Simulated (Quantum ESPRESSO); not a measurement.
# Band-structure run, with input and output: NiO$_{2}$ (part 1 of 2)

The run: band-structure run of NiO$_{2}$ (P-3m1, 3 atoms in the cell). Method and program: Kohn-Sham DFT of a periodic cell, PBEsol, GBRV 1.5 PBEsol, spin-polarised (Quantum ESPRESSO 7.5).

The structure derives from a Materials Project entry.

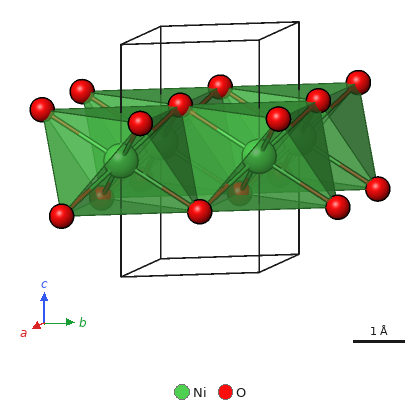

**Figure 1.** The input geometry (polyhedral view of the cell of the calculation, seen slightly off an axis; polyhedra are completed across the faces of the cell).

Summary

```tsv
quantity	value
outcome	converged
space group (tolerance 0.01 Å)	P-3m1 (164)
electrons treated	30
free energy	−5543.1917 eV
Fermi energy of the self-consistent step	7.560 eV
gap on the k-point mesh	0.92 eV
gap on the band path	0.91 eV
net moment of the cell	0.00 μB
integrated absolute moment	0.00 μB
pressure	−4.14 GPa
largest force (length of the vector)	0.414 eV/Å
hardware	2 threads of Intel Xeon (Granite Rapids), 64 GiB of memory available, shared host
wall time	38 s (CPU time 76 s)
peak memory	0.26 GiB
```

Remarks

Semilocal DFT without U tends to delocalise the d electrons of such compounds and to underestimate the gap.

The input
```
&CONTROL
  calculation = 'scf'
  prefix = 'pwscf'
  outdir = './tmp'
  pseudo_dir = './pseudo'
  tprnfor = .true.
  tstress = .true.
  disk_io = 'low'
/
&SYSTEM
  ibrav = 0
  celldm(1) = 8
  nat = 3
  ntyp = 2
  ecutwfc = 45
  ecutrho = 360
  nbnd = 25
  occupations = 'smearing'
  smearing = 'fd'
  degauss = 0.00367493
  nspin = 2
  starting_magnetization(1) = 0.0556
  starting_magnetization(2) = 0
/
&ELECTRONS
  conv_thr = 6d-10
  electron_maxstep = 120
  mixing_beta = 0.3
/
ATOMIC_SPECIES
Ni    58.6934 ni_pbesol_v1.4.uspp.F.UPF
O     15.9990 o_pbesol_v1.2.uspp.F.UPF
CELL_PARAMETERS alat
  0.6611164009274   0.0000000000000   0.0000000000000
 -0.3305582004637   0.5725435980756   0.0000000000000
  0.0000000000000   0.0000000000000   1.0909088923442
ATOMIC_POSITIONS crystal
Ni     0.0000000000    0.0000000000    0.5000000000
O      0.3333333333    0.6666666667    0.2939610000
O      0.6666666667    0.3333333333    0.7060390000
K_POINTS automatic
11 11 6 0 0 0
```

File bands.in
```
&CONTROL
  calculation = 'bands'
  prefix = 'pwscf'
  outdir = './tmp'
  pseudo_dir = './pseudo'
  disk_io = 'low'
  verbosity = 'high'
/
&SYSTEM
  ibrav = 0
  celldm(1) = 8
  nat = 3
  ntyp = 2
  ecutwfc = 45
  ecutrho = 360
  nbnd = 25
  occupations = 'smearing'
  smearing = 'fd'
  degauss = 0.00367493
  nspin = 2
  starting_magnetization(1) = 0.0556
  starting_magnetization(2) = 0
/
&ELECTRONS
  conv_thr = 1d-08
  electron_maxstep = 120
  mixing_beta = 0.3
  diago_full_acc = .true.
  startingwfc = 'random'
/
ATOMIC_SPECIES
Ni    58.6934 ni_pbesol_v1.4.uspp.F.UPF
O     15.9990 o_pbesol_v1.2.uspp.F.UPF
CELL_PARAMETERS alat
  0.6611164009274   0.0000000000000   0.0000000000000
 -0.3305582004637   0.5725435980756   0.0000000000000
  0.0000000000000   0.0000000000000   1.0909088923442
ATOMIC_POSITIONS crystal
Ni     0.0000000000    0.0000000000    0.5000000000
O      0.3333333333    0.6666666667    0.2939610000
O      0.6666666667    0.3333333333    0.7060390000
K_POINTS crystal
60
 0.0000000000  0.0000000000  0.0000000000 1
 0.0625000000  0.0000000000  0.0000000000 1
 0.1250000000  0.0000000000  0.0000000000 1
 0.1875000000  0.0000000000  0.0000000000 1
 0.2500000000  0.0000000000  0.0000000000 1
 0.3125000000  0.0000000000  0.0000000000 1
 0.3750000000  0.0000000000  0.0000000000 1
 0.4375000000  0.0000000000  0.0000000000 1
 0.5000000000  0.0000000000  0.0000000000 1
 0.4583333333  0.0833333333  0.0000000000 1
 0.4166666667  0.1666666667  0.0000000000 1
 0.3750000000  0.2500000000  0.0000000000 1
 0.3333333333  0.3333333333  0.0000000000 1
 0.2962962963  0.2962962963  0.0000000000 1
 0.2592592593  0.2592592593  0.0000000000 1
 0.2222222222  0.2222222222  0.0000000000 1
 0.1851851852  0.1851851852  0.0000000000 1
 0.1481481481  0.1481481481  0.0000000000 1
 0.1111111111  0.1111111111  0.0000000000 1
 0.0740740741  0.0740740741  0.0000000000 1
 0.0370370370  0.0370370370  0.0000000000 1
 0.0000000000  0.0000000000  0.0000000000 1
 0.0000000000  0.0000000000  0.1250000000 1
 0.0000000000  0.0000000000  0.2500000000 1
 0.0000000000  0.0000000000  0.3750000000 1
 0.0000000000  0.0000000000  0.5000000000 1
 0.0625000000  0.0000000000  0.5000000000 1
 0.1250000000  0.0000000000  0.5000000000 1
 0.1875000000  0.0000000000  0.5000000000 1
 0.2500000000  0.0000000000  0.5000000000 1
 0.3125000000  0.0000000000  0.5000000000 1
 0.3750000000  0.0000000000  0.5000000000 1
 0.4375000000  0.0000000000  0.5000000000 1
 0.5000000000  0.0000000000  0.5000000000 1
 0.4666666667  0.0666666667  0.5000000000 1
 0.4333333333  0.1333333333  0.5000000000 1
 0.4000000000  0.2000000000  0.5000000000 1
 0.3666666667  0.2666666667  0.5000000000 1
 0.3333333333  0.3333333333  0.5000000000 1
 0.3030303030  0.3030303030  0.5000000000 1
 0.2727272727  0.2727272727  0.5000000000 1
 0.2424242424  0.2424242424  0.5000000000 1
 0.2121212121  0.2121212121  0.5000000000 1
 0.1818181818  0.1818181818  0.5000000000 1
 0.1515151515  0.1515151515  0.5000000000 1
 0.1212121212  0.1212121212  0.5000000000 1
 0.0909090909  0.0909090909  0.5000000000 1
 0.0606060606  0.0606060606  0.5000000000 1
 0.0303030303  0.0303030303  0.5000000000 1
 0.0000000000  0.0000000000  0.5000000000 1
 0.5000000000  0.0000000000  0.5000000000 1
 0.5000000000  0.0000000000  0.3750000000 1
 0.5000000000  0.0000000000  0.2500000000 1
 0.5000000000  0.0000000000  0.1250000000 1
 0.5000000000  0.0000000000  0.0000000000 1
 0.3333333333  0.3333333333  0.0000000000 1
 0.3333333333  0.3333333333  0.1250000000 1
 0.3333333333  0.3333333333  0.2500000000 1
 0.3333333333  0.3333333333  0.3750000000 1
 0.3333333333  0.3333333333  0.5000000000 1
```

Run as:
```bash
OMP_NUM_THREADS=1 mpirun -n 2 pw.x -nk 2 -in pw.in > pw.out
OMP_NUM_THREADS=1 mpirun -n 2 pw.x -nk 2 -in bands.in > bands.out
```

The program's output
```
This program is part of the open-source Quantum ESPRESSO suite
     for quantum simulation of materials; please cite
         "P. Giannozzi et al., J. Phys.:Condens. Matter 21 395502 (2009);
         "P. Giannozzi et al., J. Phys.:Condens. Matter 29 465901 (2017);
         "P. Giannozzi et al., J. Chem. Phys. 152 154105 (2020);
          URL
     in publications or presentations arising from this work. More details at

     Message from routine setup:
     using ibrav=0 with symmetry is DISCOURAGED, use correct ibrav instead

     K-points division:     npool     =       2
     Subspace diagonalization in iterative solution of the eigenvalue problem:
     a serial algorithm will be used

     G-vector sticks info
     --------------------
     sticks:   dense  smooth     PW     G-vecs:    dense   smooth      PW
     Sum         685     349    109                24377     8677    1521

     Using Slab Decomposition

     bravais-lattice index     =            0
     lattice parameter (alat)  =       8.0000  a.u.
     unit-cell volume          =     211.4194 (a.u.)^3
     number of atoms/cell      =            3
     number of atomic types    =            2
     number of electrons       =        30.00
     number of Kohn-Sham states=           25
     kinetic-energy cutoff     =      45.0000  Ry
     charge density cutoff     =     360.0000  Ry
     scf convergence threshold =      6.0E-10
     mixing beta               =       0.3000
     number of iterations used =            8  plain     mixing
     Exchange-correlation= SLA  PW   PSX  PSC
                           (   1   4  10   8   0   0   0)

     celldm(1)=   8.000000  celldm(2)=   0.000000  celldm(3)=   0.000000
     celldm(4)=   0.000000  celldm(5)=   0.000000  celldm(6)=   0.000000

     crystal axes: (cart. coord. in units of alat)
               a(1) = (   0.661116   0.000000   0.000000 )
               a(2) = (  -0.330558   0.572544   0.000000 )
               a(3) = (   0.000000   0.000000   1.090909 )

     reciprocal axes: (cart. coord. in units 2 pi/alat)
               b(1) = (  1.512593  0.873296 -0.000000 )
               b(2) = (  0.000000  1.746592  0.000000 )
               b(3) = (  0.000000 -0.000000  0.916667 )

     PseudoPot. # 1 for Ni read from file:
     ni_pbesol_v1.4.uspp.F.UPF
     Pseudo is Ultrasoft + core correction, Zval = 18.0
     Generated by new atomic code, or converted to UPF format
     Using radial grid of  865 points,  6 beta functions with:
                l(1) =   0
                l(2) =   0
                l(3) =   1
                l(4) =   1
                l(5) =   2
                l(6) =   2
     Q(r) pseudized with 10 coefficients,  rinner =    0.980   0.980   0.980
                                                       0.980   0.980

     PseudoPot. # 2 for O  read from file:
     o_pbesol_v1.2.uspp.F.UPF
     Pseudo is Ultrasoft + core correction, Zval =  6.0
     Generated by new atomic code, or converted to UPF format
     Using radial grid of  737 points,  5 beta functions with:
                l(1) =   0
                l(2) =   0
                l(3) =   1
                l(4) =   1
                l(5) =   2
     Q(r) pseudized with  8 coefficients,  rinner =    0.900   0.900   0.900
                                                       0.900   0.900

     atomic species   valence    mass     pseudopotential
     Ni               18.00    58.69340     Ni( 1.00)
     O                 6.00    15.99900     O ( 1.00)

     Starting magnetic structure
     atomic species   magnetization
     Ni              0.056
     O               0.000

     12 Sym. Ops., with inversion, found

   Cartesian axes

     site n.     atom                  positions (alat units)
         1        Ni     tau(   1) = (   0.0000000   0.0000000   0.5454544  )
         2        O      tau(   2) = (  -0.0000000   0.3816957   0.3206847  )
         3        O      tau(   3) = (   0.3305582   0.1908479   0.7702242  )

     number of k points=    84  Fermi-Dirac smearing, width (Ry)=  0.0037
                       cart. coord. in units 2pi/alat
        k(    1) = (   0.0000000   0.0000000   0.0000000), wk =   0.0013774
        k(    2) = (   0.0000000   0.0000000   0.1527778), wk =   0.0027548
        k(    3) = (   0.0000000   0.0000000   0.3055556), wk =   0.0027548
        k(    4) = (   0.0000000   0.0000000  -0.4583334), wk =   0.0013774
        k(    5) = (   0.0000000   0.1587811   0.0000000), wk =   0.0082645
        k(    6) = (   0.0000000   0.1587811   0.1527778), wk =   0.0082645
        k(    7) = (   0.0000000   0.1587811   0.3055556), wk =   0.0082645
        k(    8) = (   0.0000000   0.1587811  -0.4583334), wk =   0.0082645
        k(    9) = (   0.0000000   0.3175622   0.0000000), wk =   0.0082645
        k(   10) = (   0.0000000   0.3175622   0.1527778), wk =   0.0082645
        k(   11) = (   0.0000000   0.3175622   0.3055556), wk =   0.0082645
        k(   12) = (   0.0000000   0.3175622  -0.4583334), wk =   0.0082645
        k(   13) = (   0.0000000   0.4763432   0.0000000), wk =   0.0082645
        k(   14) = (   0.0000000   0.4763432   0.1527778), wk =   0.0082645
        k(   15) = (   0.0000000   0.4763432   0.3055556), wk =   0.0082645
        k(   16) = (   0.0000000   0.4763432  -0.4583334), wk =   0.0082645
        k(   17) = (   0.0000000   0.6351243   0.0000000), wk =   0.0082645
        k(   18) = (   0.0000000   0.6351243   0.1527778), wk =   0.0082645
        k(   19) = (   0.0000000   0.6351243   0.3055556), wk =   0.0082645
        k(   20) = (   0.0000000   0.6351243  -0.4583334), wk =   0.0082645
        k(   21) = (   0.0000000   0.7939054   0.0000000), wk =   0.0082645
        k(   22) = (   0.0000000   0.7939054   0.1527778), wk =   0.0082645
        k(   23) = (   0.0000000   0.7939054   0.3055556), wk =   0.0082645
        k(   24) = (   0.0000000   0.7939054  -0.4583334), wk =   0.0082645
        k(   25) = (   0.1375084   0.2381716   0.0000000), wk =   0.0082645
        k(   26) = (   0.1375084   0.2381716   0.1527778), wk =   0.0165289
        k(   27) = (   0.1375084   0.2381716   0.3055556), wk =   0.0165289
        k(   28) = (   0.1375084   0.2381716  -0.4583334), wk =   0.0082645
        k(   29) = (   0.1375084   0.3969527   0.0000000), wk =   0.0165289
        k(   30) = (   0.1375084   0.3969527   0.1527778), wk =   0.0165289
        k(   31) = (   0.1375084   0.3969527   0.3055556), wk =   0.0165289
        k(   32) = (   0.1375084   0.3969527  -0.4583334), wk =   0.0165289
        k(   33) = (   0.1375084   0.5557338   0.0000000), wk =   0.0165289
        k(   34) = (   0.1375084   0.5557338   0.1527778), wk =   0.0165289
        k(   35) = (   0.1375084   0.5557338   0.3055556), wk =   0.0165289
        k(   36) = (   0.1375084   0.5557338  -0.4583334), wk =   0.0165289
        k(   37) = (   0.1375084   0.7145149   0.0000000), wk =   0.0165289
        k(   38) = (   0.1375084   0.7145149   0.1527778), wk =   0.0165289
        k(   39) = (   0.1375084   0.7145149   0.3055556), wk =   0.0165289
        k(   40) = (   0.1375084   0.7145149  -0.4583334), wk =   0.0165289
        k(   41) = (   0.1375084   0.8732959   0.0000000), wk =   0.0082645
        k(   42) = (   0.1375084   0.8732959   0.1527778), wk =   0.0165289
        k(   43) = (   0.1375084   0.8732959   0.3055556), wk =   0.0165289
        k(   44) = (   0.1375084   0.8732959  -0.4583334), wk =   0.0082645
        k(   45) = (   0.2750169   0.4763432   0.0000000), wk =   0.0082645
        k(   46) = (   0.2750169   0.4763432   0.1527778), wk =   0.0165289
        k(   47) = (   0.2750169   0.4763432   0.3055556), wk =   0.0165289
        k(   48) = (   0.2750169   0.4763432  -0.4583334), wk =   0.0082645
        k(   49) = (   0.2750169   0.6351243   0.0000000), wk =   0.0165289
        k(   50) = (   0.2750169   0.6351243   0.1527778), wk =   0.0165289
        k(   51) = (   0.2750169   0.6351243   0.3055556), wk =   0.0165289
        k(   52) = (   0.2750169   0.6351243  -0.4583334), wk =   0.0165289
        k(   53) = (   0.2750169   0.7939054   0.0000000), wk =   0.0165289
        k(   54) = (   0.2750169   0.7939054   0.1527778), wk =   0.0165289
        k(   55) = (   0.2750169   0.7939054   0.3055556), wk =   0.0165289
        k(   56) = (   0.2750169   0.7939054  -0.4583334), wk =   0.0165289
        k(   57) = (   0.4125253   0.7145149   0.0000000), wk =   0.0082645
        k(   58) = (   0.4125253   0.7145149   0.1527778), wk =   0.0165289
        k(   59) = (   0.4125253   0.7145149   0.3055556), wk =   0.0165289
        k(   60) = (   0.4125253   0.7145149  -0.4583334), wk =   0.0082645
        k(   61) = (   0.4125253   0.8732959   0.0000000), wk =   0.0082645
```
